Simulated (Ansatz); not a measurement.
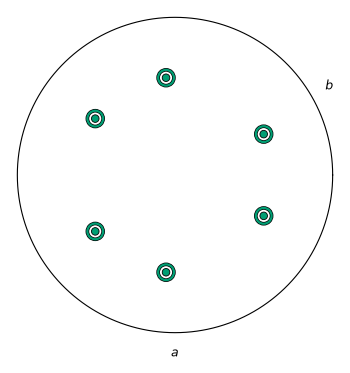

Stereographic projection: filled dots lie in the upper hemisphere, open rings in the lower. The c axis points at the viewer. The poles are all faces of one general form. Computed from the symmetry operations of a computed or model structure of composition BN.

### Which point group is this?

-6m2 (D3h), order 12, hexagonal system: one −6 axis, three twofold axes, four mirror planes.

### Which physical properties does it allow?

It is not centrosymmetric; not polar, but piezoelectricity is allowed; it is not chiral.
